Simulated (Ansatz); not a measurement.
System: Al2O3.

Input file:

```
crystal:
  lattice:
    - [3.017482544, 0.0, 0.0]
    - [-1.508741272, 2.6132165386, 0.0]
    - [0.0, 0.0, 7.5746360022]
  atoms:
    - { symbol: Al, position: [0.0, 0.0, 0.722049] }
    - { symbol: Al, position: [0.0, 0.0, 0.277951] }
    - { symbol: O, position: [0.0, 0.0, 0.5] }
    - { symbol: O, position: [0.6666666667, 0.3333333333, 0.800546] }
    - { symbol: O, position: [0.3333333333, 0.6666666667, 0.199454] }
hamiltonian:
  xc: lda
  pseudopotentials: { kind: paw }
kpoints:
  mp_grid: { grid: [10, 10, 4] }
  band_path:
    path:
      - [[0.0, 0.0, 0.0], [0.5, 0.0, 0.0], [0.3333333333, 0.3333333333, 0.0], [0.0, 0.0, 0.0], [0.0, 0.0, 0.5], [0.5, 0.0, 0.5], [0.3333333333, 0.3333333333, 0.5], [0.0, 0.0, 0.5]]
      - [[0.5, 0.0, 0.5], [0.5, 0.0, 0.0]]
      - [[0.3333333333, 0.3333333333, 0.0], [0.3333333333, 0.3333333333, 0.5]]
    npoints: 14
scf:
  occupations: { method: fermi_dirac, width: 0.05 }
  n_extra_bands: 12
output:
  forces: true
  stress: true
  eigenvalues: true
  fatbands: true
  write_density: true
  write_potential: true
  elf: true
  volumetric_format: npy
```

Launched as:

```sh
ansatz run input.yaml --threads 2 --pin off --max-ram 5632MiB --backend cpu --events-out ev --progress --plain --runs-dir out
```

Below, planes, directions and counts refer to the conventional cell (a = 3.02 Å, b = 3.02 Å, c = 7.57 Å, α = 90.00°, β = 90.00°, γ = 120.00°).

Space group P-3m1; a structure from a database of computed crystals, not necessarily the ambient phase; not relaxed (largest force 0.5 eV/Å); computed pressure about −8 GPa in this cell.

Level of theory: Ansatz, Kohn-Sham DFT of a periodic cell, LDA, Ansatz PAW.

Predict the valence pseudo-density and electron localisation function between the atoms.

Answer. Al–O (1.84 Å): ρ at the midpoint is about 0.67 e/Å³; the ELF peaks at about 0.85 in the valence shell of O, 0.7 Å from its nucleus, and is about 0.80 at the midpoint.

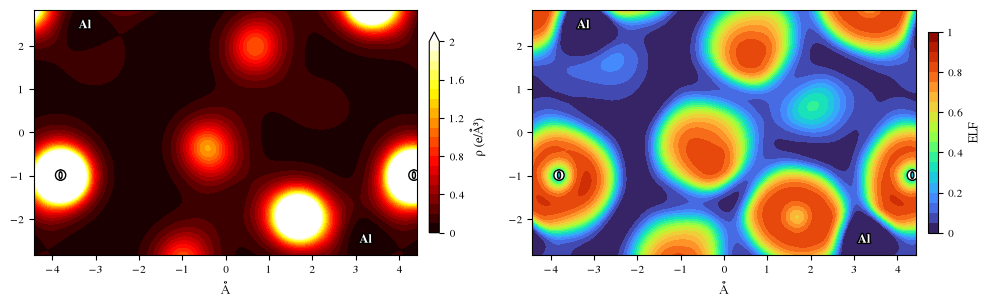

Computed valence pseudo-density and electron localisation function on the (111) plane of the conventional cell, in this order. Atoms just off the plane (Al, 0.7 Å away and O, 0.3 Å away) can leave unmarked features too.
